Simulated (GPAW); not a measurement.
**Does MnGa15Sb16 (GaSb32 Mn1) carry moments in GPAW?**

Aim: find out whether MnGa15Sb16 (GaSb32 Mn1) carries moments when they start parallel, and what they gain.

Main program and level: GPAW 26.7.0; PBE; plane waves with GPAW's PAW setups, scalar-relativistic.

## 1. The starting structure

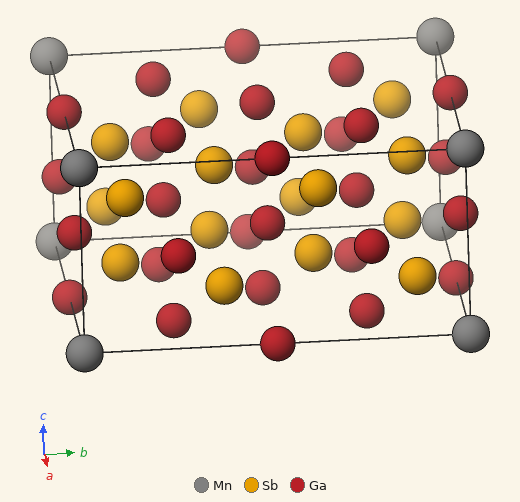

Start, viewed slightly off an axis; manganese grey, antimony orange, gallium red. Some periodic images of atoms are drawn too.

The cell is a made-up one and need not be a known phase.

## 2. Start 1: ferro +

The parallel start comes first: it fits the smallest cell, keeps the most symmetry and shows whether parallel moments form.

Contents of order1.py:

```python
import json
import numpy as np
from ase import Atoms
from ase.parallel import paropen, parprint
from gpaw import GPAW

atoms = Atoms(['Mn', 'Sb', 'Ga', 'Sb', 'Ga', 'Sb', 'Ga', 'Sb', 'Ga', 'Sb', 'Ga', 'Sb', 'Ga', 'Sb', 'Ga', 'Sb', 'Ga', 'Sb', 'Ga', 'Sb', 'Ga', 'Sb', 'Ga', 'Sb', 'Ga', 'Sb', 'Ga', 'Sb', 'Ga', 'Sb', 'Ga', 'Sb'],
    cell=[[12.192, 0.0, 0.0],
         [0.0, 12.192, 0.0],
         [0.0, 0.0, 6.096]],
    scaled_positions=[[0.0, 0.0, 0.0],
         [0.125, 0.125, 0.25],
         [0.0, 0.25, 0.5],
         [0.125, 0.375, 0.75],
         [0.25, 0.0, 0.5],
         [0.375, 0.125, 0.75],
         [0.25, 0.25, 0.0],
         [0.375, 0.375, 0.25],
         [0.0, 0.5, 0.0],
         [0.125, 0.625, 0.25],
         [0.0, 0.75, 0.5],
         [0.125, 0.875, 0.75],
         [0.25, 0.5, 0.5],
         [0.375, 0.625, 0.75],
         [0.25, 0.75, 0.0],
         [0.375, 0.875, 0.25],
         [0.5, 0.0, 0.0],
         [0.625, 0.125, 0.25],
         [0.5, 0.25, 0.5],
         [0.625, 0.375, 0.75],
         [0.75, 0.0, 0.5],
         [0.875, 0.125, 0.75],
         [0.75, 0.25, 0.0],
         [0.875, 0.375, 0.25],
         [0.5, 0.5, 0.0],
         [0.625, 0.625, 0.25],
         [0.5, 0.75, 0.5],
         [0.625, 0.875, 0.75],
         [0.75, 0.5, 0.5],
         [0.875, 0.625, 0.75],
         [0.75, 0.75, 0.0],
         [0.875, 0.875, 0.25]],
    pbc=True,
    magmoms=[4.5, 0.0, 0.0, 0.0, 0.0, 0.0, 0.0, 0.0, 0.0, 0.0, 0.0, 0.0, 0.0, 0.0, 0.0, 0.0, 0.0, 0.0, 0.0, 0.0, 0.0, 0.0, 0.0, 0.0, 0.0, 0.0, 0.0, 0.0, 0.0, 0.0, 0.0, 0.0])
atoms.calc = GPAW(mode={'name': 'pw', 'ecut': 450},
    xc='PBE',
    kpts={'size': (3, 3, 5), 'gamma': True},
    occupations={'name': 'fermi-dirac', 'width': 0.05},
    convergence={'density': 1e-05, 'energy': 1e-05},
    maxiter=200,
    mixer={'name': 'pulay', 'beta': 0.05, 'nmaxold': 6, 'weight': 50},
    symmetry={'tolerance': 1e-4},
    txt='order1.txt')
e = atoms.get_potential_energy(force_consistent=True)
res = {'free_energy': e, 'energy_sigma0': atoms.get_potential_energy(), 'fermi_energy': atoms.calc.get_fermi_level()}
res['moments'] = atoms.get_magnetic_moments().tolist()
res['total'] = atoms.get_magnetic_moment()
parprint('site moments (muB):', np.round(res['moments'], 3))
parprint(f"total moment: {res['total']:.3f} muB")
parprint(f'free energy: {e:.6f} eV')
atoms.calc.write('order1.gpw')
with paropen('results.json', 'w') as f:
    json.dump(res, f)
```

Run with:

```
> OMP_NUM_THREADS=1 mpirun -n 4 gpaw python order1.py > order1.log
```

Numbers of over 12 decimals in the logs are rounded to 6 here.

The log of the run:

```text
site moments (muB): [ 3.711e+00 -3.400e-02  1.200e-02 -5.000e-03  1.200e-02 -5.000e-03
  5.000e-03 -8.000e-03  2.000e-03 -5.000e-03  1.200e-02 -3.400e-02
 -1.000e-03 -8.000e-03  5.000e-03 -5.000e-03  2.000e-03 -5.000e-03
 -1.000e-03 -8.000e-03  1.200e-02 -3.400e-02  5.000e-03 -5.000e-03
  1.000e-03 -8.000e-03 -1.000e-03 -5.000e-03 -1.000e-03 -5.000e-03
  5.000e-03 -3.400e-02]
total moment: 4.075 muB
free energy: -127.073415 eV

--- order1.txt ---
Input parameters:
  mode=PW(ecut=450),
  convergence={'density': 1e-05, 'energy': 1e-05},
  kpts=MonkhorstPack(size=(3, 3, 5), gamma=True),
  maxiter=200,
  mixer=Pulay(name='pulay', nmaxold=6, beta=0.05, weight=50, sigma=0.015, g_ss=None),
  occupations=Occupations(name='fermi-dirac', width=0.05),
  symmetry=Symmetry(tolerance=0.0001),
  xc=XC(name='PBE')

Diagonalizing LCAO Hamiltonian
Converting LCAO to pw mode
        .-----------------------------.
       /|                             |
      / |                             |
     /  |  Sb             Sb          |
    /   |        Sb             Sb    |
   /  Ga|            Ga               |
  /    Sb         Sb  Sb         Sb   |
 *      .---Ga-------------Ga---------.
 |     / Sb  Sb         Sb  Sb       /
 | Ga /       Ga  Ga         Ga     /
 |   Ga Ga     Sb   Ga Ga     Sb   /
 |  / Sb             Sb           /
 | /      Ga             Ga      /
 |/                             /
 Mn-------------Ga-------------*

Atoms  # Å, Bohr magnetons
|    | symbol |         x |         y |        z |    initial magnetic moments |
|----|--------|-----------|-----------|----------|-----------------------------|
|  0 |     Mn |  0.000000 |  0.000000 | 0.000000 | ( 0.0000,  0.0000,  4.5000) |
|  1 |     Sb |  1.524000 |  1.524000 | 1.524000 | ( 0.0000,  0.0000,  0.0000) |
|  2 |     Ga |  0.000000 |  3.048000 | 3.048000 | ( 0.0000,  0.0000,  0.0000) |
|  3 |     Sb |  1.524000 |  4.572000 | 4.572000 | ( 0.0000,  0.0000,  0.0000) |
|  4 |     Ga |  3.048000 |  0.000000 | 3.048000 | ( 0.0000,  0.0000,  0.0000) |
|  5 |     Sb |  4.572000 |  1.524000 | 4.572000 | ( 0.0000,  0.0000,  0.0000) |
|  6 |     Ga |  3.048000 |  3.048000 | 0.000000 | ( 0.0000,  0.0000,  0.0000) |
|  7 |     Sb |  4.572000 |  4.572000 | 1.524000 | ( 0.0000,  0.0000,  0.0000) |
|  8 |     Ga |  0.000000 |  6.096000 | 0.000000 | ( 0.0000,  0.0000,  0.0000) |
|  9 |     Sb |  1.524000 |  7.620000 | 1.524000 | ( 0.0000,  0.0000,  0.0000) |
| 10 |     Ga |  0.000000 |  9.144000 | 3.048000 | ( 0.0000,  0.0000,  0.0000) |
| 11 |     Sb |  1.524000 | 10.668000 | 4.572000 | ( 0.0000,  0.0000,  0.0000) |
| 12 |     Ga |  3.048000 |  6.096000 | 3.048000 | ( 0.0000,  0.0000,  0.0000) |
| 13 |     Sb |  4.572000 |  7.620000 | 4.572000 | ( 0.0000,  0.0000,  0.0000) |
| 14 |     Ga |  3.048000 |  9.144000 | 0.000000 | ( 0.0000,  0.0000,  0.0000) |
| 15 |     Sb |  4.572000 | 10.668000 | 1.524000 | ( 0.0000,  0.0000,  0.0000) |
| 16 |     Ga |  6.096000 |  0.000000 | 0.000000 | ( 0.0000,  0.0000,  0.0000) |
| 17 |     Sb |  7.620000 |  1.524000 | 1.524000 | ( 0.0000,  0.0000,  0.0000) |
| 18 |     Ga |  6.096000 |  3.048000 | 3.048000 | ( 0.0000,  0.0000,  0.0000) |
| 19 |     Sb |  7.620000 |  4.572000 | 4.572000 | ( 0.0000,  0.0000,  0.0000) |
| 20 |     Ga |  9.144000 |  0.000000 | 3.048000 | ( 0.0000,  0.0000,  0.0000) |
| 21 |     Sb | 10.668000 |  1.524000 | 4.572000 | ( 0.0000,  0.0000,  0.0000) |
| 22 |     Ga |  9.144000 |  3.048000 | 0.000000 | ( 0.0000,  0.0000,  0.0000) |
| 23 |     Sb | 10.668000 |  4.572000 | 1.524000 | ( 0.0000,  0.0000,  0.0000) |
| 24 |     Ga |  6.096000 |  6.096000 | 0.000000 | ( 0.0000,  0.0000,  0.0000) |
| 25 |     Sb |  7.620000 |  7.620000 | 1.524000 | ( 0.0000,  0.0000,  0.0000) |
| 26 |     Ga |  6.096000 |  9.144000 | 3.048000 | ( 0.0000,  0.0000,  0.0000) |
| 27 |     Sb |  7.620000 | 10.668000 | 4.572000 | ( 0.0000,  0.0000,  0.0000) |
| 28 |     Ga |  9.144000 |  6.096000 | 3.048000 | ( 0.0000,  0.0000,  0.0000) |
| 29 |     Sb | 10.668000 |  7.620000 | 4.572000 | ( 0.0000,  0.0000,  0.0000) |
| 30 |     Ga |  9.144000 |  9.144000 | 0.000000 | ( 0.0000,  0.0000,  0.0000) |
| 31 |     Sb | 10.668000 | 10.668000 | 1.524000 | ( 0.0000,  0.0000,  0.0000) |

Unit cell  # Å
| periodic |         x |         y |        z |   lengths |    angles |
|----------|-----------|-----------|----------|-----------|-----------|
|      yes | 12.192000 |  0.000000 | 0.000000 | 12.192000 | 90.000000 |
|      yes |  0.000000 | 12.192000 | 0.000000 | 12.192000 | 90.000000 |
|      yes |  0.000000 |  0.000000 | 6.096000 |  6.096000 | 90.000000 |

Number of symmetries: 8

BZ-sampling:
  Number of BZ points: 45
  Number of IBZ points: 9

  Monkhorst-Pack size: [3, 3, 5]
  Monkhorst-Pack shift: [0, 0, 0]

K-points  # in reciprocal-cell coordinates
|   |                                coordinates |     weight |
|---|--------------------------------------------|------------|
| 0 | (  0.00000000,   0.00000000,   0.00000000) | 0.02222222 |
| 1 | (  0.00000000,   0.00000000,   0.20000000) | 0.04444444 |
| 2 | (  0.00000000,   0.00000000,   0.40000000) | 0.04444444 |
| 3 | (  0.33333333,   0.00000000,   0.00000000) | 0.08888889 |
| 4 | (  0.33333333,   0.00000000,   0.20000000) | 0.17777778 |
| 5 | (  0.33333333,   0.00000000,   0.40000000) | 0.17777778 |
| 6 | (  0.33333333,   0.33333333,   0.00000000) | 0.08888889 |
| 7 | (  0.33333333,   0.33333333,   0.20000000) | 0.17777778 |
| 8 | (  0.33333333,   0.33333333,   0.40000000) | 0.17777778 |

Plane wave coefficients: 19692
Cutoff: 450.000000 eV

Spin-components: 2 (collinear spins)
Bands:           187
Projectors:      177
Spin-degeneracy: 1
Datatype:        complex128

Parallelization:
  kpt:    4
  domain: 1
  band:   1

Density:
  Valence electrons: 300.0
  Components: 2
  Grid points: [60 60 30]
  Charge: 0.0  # |e|

Potential:
  Grid points: [60 60 30]

species:
  Mn:
    name:    Manganese
    Z:       25.0
    valence: 15
    core:    10
    charge:  0.0  # [|e|]
    compensation charges:
      type: gauss
      rc: 0.38  # [Å]
      lmax: 2
    cutoffs:
      filter: 2.14  # [Å]
      core: 0.86  # [Å]
    projectors
    | kind |    occ | energy [eV] | rcut [Å] |
    |------|--------|-------------|----------|
    |   3s |  2.000 |     -85.859 |    1.275 |
    |   4s |  2.000 |      -5.106 |    1.275 |
    |   3p |  6.000 |     -54.597 |    1.281 |
    |   4p |  0.000 |      -1.371 |    1.281 |
    |   3d |  5.000 |      -6.771 |    1.138 |
    |    d |        |      20.441 |    1.138 |

    Using partial waves for Mn as LCAO basis

  Sb:
    name:    Antimony
    Z:       51.0
    valence: 15
    core:    36
    charge:  0.0  # [|e|]
    compensation charges:
      type: gauss
      rc: 0.36  # [Å]
      lmax: 2
    cutoffs:
      filter: 2.23  # [Å]
      core: 2.23  # [Å]
    projectors
    | kind |    occ | energy [eV] | rcut [Å] |
    |------|--------|-------------|----------|
    |   5s |  2.000 |     -12.815 |    1.154 |
    |   5p |  3.000 |      -4.830 |    1.233 |
    |   4d | 10.000 |     -33.514 |    1.196 |
    |    s |        |      14.396 |    1.154 |
    |    p |        |      22.381 |    1.233 |
    |    d |        |      -6.303 |    1.196 |

    Using partial waves for Sb as LCAO basis

  Ga:
    name:    Gallium
    Z:       31.0
    valence: 3
    core:    28
    charge:  0.0  # [|e|]
    compensation charges:
      type: gauss
      rc: 0.37  # [Å]
      lmax: 2
    cutoffs:
      filter: 2.06  # [Å]
      core: 4.17  # [Å]
    projectors
    | kind |    occ | energy [eV] | rcut [Å] |
    |------|--------|-------------|----------|
    |   4s |  2.000 |      -8.945 |    1.164 |
    |   4p |  1.000 |      -2.580 |    1.164 |
    |    s |        |      18.266 |    1.164 |
    |    p |        |      24.631 |    1.164 |
    |    d |        |       0.000 |    1.164 |

    Using partial waves for Ga as LCAO basis

Reference energy: -3645289.092974  # eV

eigensolver:
  PPCG
  Converge bands: occupied
  niter=2

density mixing:
  Pulay-Mixer
  Linear mixing parameters: 0.05
  Old densities: 6
  Fourier metric: weight=50, sigma=0.015

occupation numbers:
  Fermi-Dirac:
    width: 0.0500  # eV

poisson solver:
  ecut: 3600.000000  # eV

xc functional:
  name: PBE with 2 nearest neighbor stencil

convergence criteria:
- Maximum integral of absolute [dens]ity change: 1e-05 electrons / valence electron
- Maximum [total energy] change in last 3 cyles: 1e-05 eV / valence electron
- Maximum integral of absolute [eigenst]ate change: 4e-08 eV^2 / valence electron
maximum number of iterations: 200

SCF iterations
|iter     |      energy | eigst |  dens |  magmom |
|---------|-------------|-------|-------|---------|
|iter:   1|       0s | -127.336244 | +0.66 |       |  +4.5100|
|iter:   2|      61s | -127.189396 | -0.93 | -1.26 |  +4.4816|
|iter:   3|     113s | -127.145011 | -1.95 | -1.31 |  +4.4583|
|iter:   4|     188s | -127.511186 | -1.22 | -1.34 |  +4.1136|
|iter:   5|     255s | -127.093346 | -2.31 | -1.95 |  +4.1595|
|iter:   6|     315s | -127.054560 | -2.66 | -2.04 |  +4.1386|
|iter:   7|     375s | -127.053678 | -3.08 | -2.19 |  +4.1223|
|iter:   8|     434s | -127.045797 | -3.56 | -2.33 |  +4.1277|
|iter:   9|     492s | -127.055222 | -3.41 | -2.34 |  +4.0969|
|iter:  10|     545s | -127.055648 | -4.61 | -2.76 |  +4.0943|
|iter:  11|     605s | -127.056496c| -4.24 | -2.82 |  +4.0850|
|iter:  12|     670s | -127.056649c| -5.24 | -3.18 |  +4.0836|
|iter:  13|     731s | -127.056954c| -5.14 | -3.26 |  +4.0794|
|iter:  14|     800s | -127.056970c| -5.58 | -3.60 |  +4.0790|
|iter:  15|     864s | -127.056984c| -6.58 | -3.66 |  +4.0788|
|iter:  16|     927s | -127.057037c| -6.03 | -3.69 |  +4.0778|
|iter:  17|     990s | -127.057058c| -6.62 | -3.88 |  +4.0773|
|iter:  18|    1049s | -127.057071c| -6.84 | -3.94 |  +4.0769|
|iter:  19|    1103s | -127.057081c| -7.12 | -4.10 |  +4.0767|
|iter:  20|    1168s | -127.057091c| -7.22 | -4.20 |  +4.0762|
|iter:  21|    1208s | -127.057095c| -7.54c| -4.31 |  +4.0760|
|iter:  22|    1264s | -127.057100c| -6.93 | -4.37 |  +4.0755|
|iter:  23|    1301s | -127.057100c| -7.73c| -4.70 |  +4.0755|
|iter:  24|    1339s | -127.057101c| -7.55c| -4.74 |  +4.0753|
|iter:  25|    1376s | -127.057102c| -7.68c| -4.98 |  +4.0753|
|iter:  26|    1409s | -127.057102c| -7.77c| -5.11c|  +4.0752|

Converged in 26 steps
Energy contributions relative to reference atoms: (reference = -3645289.092974)

Energy contributions:
  Kinetic:         223.674766
  Coulomb:        -196.540091
  Zero:              3.501905
  External:          0.000000
  Xc:             -157.677370
  Entropy:          -0.032625
  Spinorbit:         0.000000
  ----------------------------
  Free energy:    -127.073415
  Extrapolated:   -127.057102

dipole moment: (-120.868281, -120.868281, -122.858929)  # |e|*Ang

Total magnetic moment: (0.000000, 0.000000, 4.075213)

Local magnetic moments
|        x |        y |         z |
|----------|----------|-----------|
| 0.000000 | 0.000000 |  3.711110 |  # Mn   0
| 0.000000 | 0.000000 | -0.034430 |  # Sb   1
| 0.000000 | 0.000000 |  0.012289 |  # Ga   2
| 0.000000 | 0.000000 | -0.004507 |  # Sb   3
| 0.000000 | 0.000000 |  0.012289 |  # Ga   4
| 0.000000 | 0.000000 | -0.004507 |  # Sb   5
| 0.000000 | 0.000000 |  0.005400 |  # Ga   6
| 0.000000 | 0.000000 | -0.007580 |  # Sb   7
| 0.000000 | 0.000000 |  0.002328 |  # Ga   8
| 0.000000 | 0.000000 | -0.004507 |  # Sb   9
| 0.000000 | 0.000000 |  0.012289 |  # Ga  10
| 0.000000 | 0.000000 | -0.034430 |  # Sb  11
| 0.000000 | 0.000000 | -0.000540 |  # Ga  12
| 0.000000 | 0.000000 | -0.007580 |  # Sb  13
| 0.000000 | 0.000000 |  0.005400 |  # Ga  14
| 0.000000 | 0.000000 | -0.004507 |  # Sb  15
[...]
| 0.000000 | 0.000000 |  0.005400 |  # Ga  22
| 0.000000 | 0.000000 | -0.004507 |  # Sb  23
| 0.000000 | 0.000000 |  0.000711 |  # Ga  24
| 0.000000 | 0.000000 | -0.007580 |  # Sb  25
| 0.000000 | 0.000000 | -0.000540 |  # Ga  26
| 0.000000 | 0.000000 | -0.004507 |  # Sb  27
| 0.000000 | 0.000000 | -0.000540 |  # Ga  28
| 0.000000 | 0.000000 | -0.004507 |  # Sb  29
| 0.000000 | 0.000000 |  0.005400 |  # Ga  30
| 0.000000 | 0.000000 | -0.034430 |  # Sb  31

Fermi level: 4.771
Eigenvalues  # (at kpt = [0.000, 0.000, 0.000])
| band index |      eig [eV] | occ [0-1] |      eig [eV] | occ [0-1] |
|------------|---------------|-----------|---------------|-----------|
|          0 |       -76.298 |     1.000 |       -72.217 |     1.000 |
|        ... |               |           |               |           |
|        141 |         3.338 |     1.000 |         3.671 |     1.000 |
|        142 |         3.390 |     1.000 |         3.731 |     1.000 |
|        143 |         3.441 |     1.000 |         3.759 |     1.000 |
|        144 |         3.441 |     1.000 |         3.759 |     1.000 |
|        145 |         3.735 |     1.000 |         4.716 |     0.749 |
|        146 |         3.824 |     1.000 |         4.731 |     0.689 |
|        147 |         3.866 |     1.000 |         4.731 |     0.689 |
|        148 |         4.116 |     1.000 |         5.303 |     0.000 |
|        149 |         4.116 |     1.000 |         5.403 |     0.000 |
|        150 |         5.223 |     0.000 |         5.425 |     0.000 |
|        151 |         5.241 |     0.000 |         6.004 |     0.000 |
|        152 |         5.241 |     0.000 |         6.069 |     0.000 |
|        153 |         5.273 |     0.000 |         6.069 |     0.000 |
|        154 |         5.958 |     0.000 |         6.074 |     0.000 |
|        155 |         5.968 |     0.000 |         6.085 |     0.000 |
|        156 |         6.010 |     0.000 |         6.219 |     0.000 |
|        ... |               |           |               |           |
|        186 |         9.648 |     0.000 |         9.659 |     0.000 |

No gap
No difference between direct/indirect transitions
```

It took 25 min on 4 MPI ranks of Intel Xeon Platinum 8259CL at 2.50GHz (Skylake/Cascade Lake), shared host; peak memory 3.5 GiB.

Spin moment in the augmentation sphere by element, in μB:

```tsv
element	atoms	mean	spread (r.m.s.)	least	largest
Mn	1	3.71	0.00	3.71	3.71
Sb	16	-0.01	0.01	-0.03	0.00
Ga	15	0.00	0.00	0.00	0.01
```

The atoms farthest from the mean of their element:

```tsv
atom	x, y, z (Å)	spin moment in the augmentation sphere (μB)
Sb2	1.52, 1.52, 1.52	-0.03
Sb12	1.52, 10.67, 4.57	-0.03
Sb32	10.67, 10.67, 1.52	-0.03
Sb22	10.67, 1.52, 4.57	-0.03
Sb10	1.52, 7.62, 1.52	0.00
Sb16	4.57, 10.67, 1.52	0.00
Sb6	4.57, 1.52, 4.57	0.00
Sb4	1.52, 4.57, 4.57	0.00
```

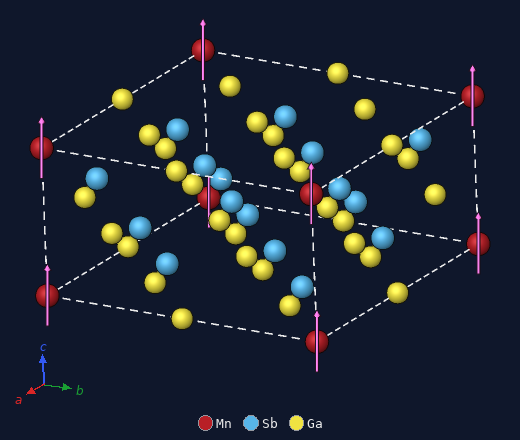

Spin moment in the augmentation sphere as arrows, the longest 3.71 μB. Up and down stand for the sign. Arrows give size and sign along the axis of quantisation, drawn up and down the page. Some periodic images of atoms are drawn too.

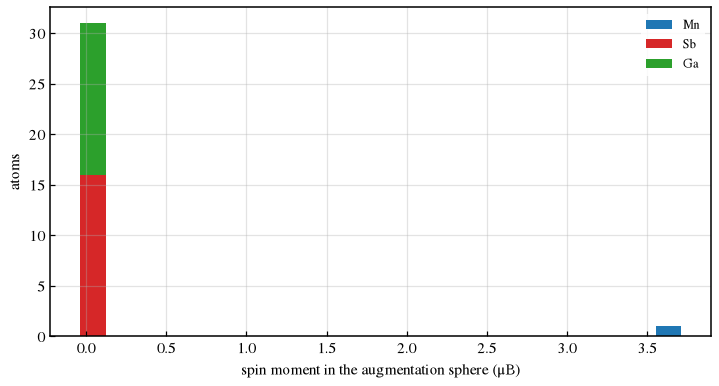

Spin moment in the augmentation sphere as a stacked histogram.

This step gave:

| Item | Value |
| --- | --- |
| magnetization | 4.075 μB |
| final state | ferromagnetic |

After 26 cycles the largest moment stands at 3.71 μB.

(Part 1 of 2 ends here.)

[Logs and program files are shortened in this print: banners, set-up blocks, solver, clock and traceback lines can be left out without a mark of their own.]

[Logs are printed without paths, hosts, clocks, repeated set-up lines and the standing remarks that a program may print on its own settings, such as how far it seeks lower states.]

[Hosts, paths, dates, database ids (printed as entryN), source tags and the programs' standing remarks are cut or masked in the printed files.]

[Where a cell is said to come from a database of computed structures, the database is the Materials Project.]
